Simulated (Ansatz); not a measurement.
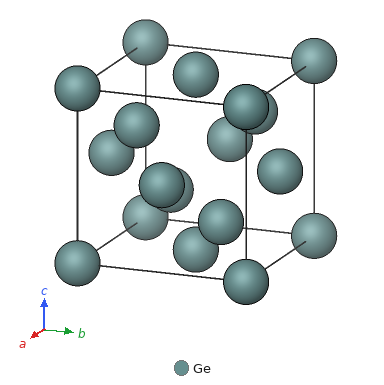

An orthographic spheres-only view of the structure, slightly off an axis. Atoms at the boundary of the conventional unit cell (the box) are drawn once for each face, edge or corner they touch.

Ge, diamond, space group Fd-3m (No. 227), a = 5.589 Å, b = 5.589 Å, c = 5.589 Å, α = 90.00°, β = 90.00°, γ = 90.00°. The cell started as a structure type filled with this element by a generator (whether the element takes this form wasn't checked). The cell was then strained or its atoms displaced on purpose. It was the input of a calculation with Ansatz.

This one geometry was computed with Ansatz (DFT, plane waves, PAW) at three levels of theory: r2SCAN, PBE and HSE06. It was relaxed with r2SCAN and then strained.

Which level gives the highest pressure at this volume, and what does that say about its equilibrium volume?

Answer. Highest: PBE (6.6 GPa), which points to the largest equilibrium volume. Lowest, with the smallest volume: r2SCAN (3.6 GPa). Levels within 0.5 GPa of each other can't be told apart.

How does the band gap change with the level of theory?

Answer. PBE: a gap of 0.30 eV, indirect; r2SCAN: a gap of 0.59 eV, indirect; HSE06: a gap of 0.94 eV, indirect.

Collect the results in a table.

Answer.
| level | cutoff (eV) | k-mesh of the run's cell | gap (eV) | pressure (GPa) |
| --- | --- | --- | --- | --- |
| r2SCAN | 500 | 8×8×8 | 0.59 | 3.6 |
| PBE | 420 | 8×8×8 | 0.30 | 6.6 |
| HSE06 | 420 | 6×6×6 | 0.94 | 4.1 |

Gaps are taken on the k-mesh or band path of each run.
